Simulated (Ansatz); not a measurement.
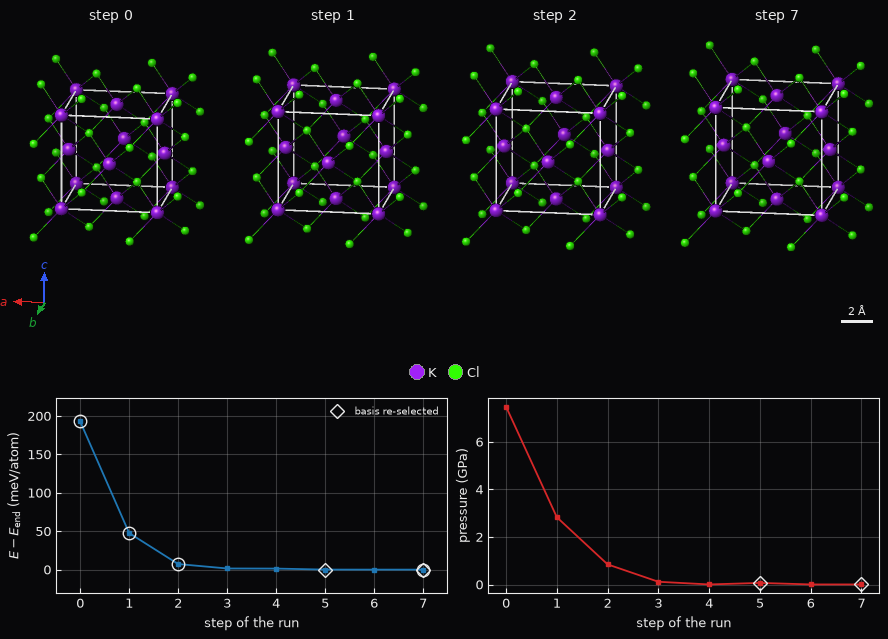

Frames of a relaxation of a crystal of KCl (built on the BP-216 type type), marked on the history of the run. The picture is a ball-and-stick view of the conventional cell (4 times the calculation's cell), seen from a free direction. Lengths and directions refer to the drawn axes.

Theory: Ansatz 0.2.0, DFT, PBEsol, plane waves, PAW. (plane-wave cutoff 420 eV; k-point mesh 6 × 6 × 6; occupations fermi dirac; smearing width 0.03 eV; no spin polarisation; cell and atoms relaxed; force threshold 0.01 eV/Å; at most 120 steps)

Q: Describe the path.

A: Over 5 accepted moves (7 points after the start) the energy falls by 193 meV per atom. All forces vanish by symmetry, so only the cell relaxes. The pressure goes from 7.48 to 0.01 GPa. At 2 points the geometry stayed and the basis and grid were re-selected for the new cell (energy shift of 1.3 meV per atom at most each time). No atom moves by more than 0.005 Å relative to the cell. The volume changes by +35.4 %, with a = b = c 6.284 → 6.952 Å (+10.6 %). Among the contacts that change: Cl–K 2.721 → 3.010 Å. The space group stays F-43m (No. 216). Cost: 3.6 s on 2 threads of AMD EPYC 7R13 Processor (Zen 3) (shared host), peak memory 0.54 GiB. From step 0 to 1: volume +15.3 %, energy −145 meV per atom. From step 1 to 2: volume +10.3 %, energy −40.3 meV per atom. From step 2 to 7: volume +6.4 %, energy −7.3 meV per atom.

| step | E − E(0), meV/atom | pressure, GPa | volume, Å³/atom | note |
| --- | --- | --- | --- | --- |
| 0 | 0.00 | 7.48 | 31.015 |  |
| 1 | -145.36 | 2.83 | 35.775 |  |
| 2 | -185.71 | 0.85 | 39.452 |  |
| 3 | -191.47 | 0.12 | 41.425 |  |
| 4 | -191.60 | 0.01 | 41.777 |  |
| 5 | -192.91 | 0.07 | 41.777 | same geometry, new basis |
| 6 | -192.96 | 0.01 | 41.994 |  |
| 7 | -192.96 | 0.01 | 41.994 | same geometry, new basis |
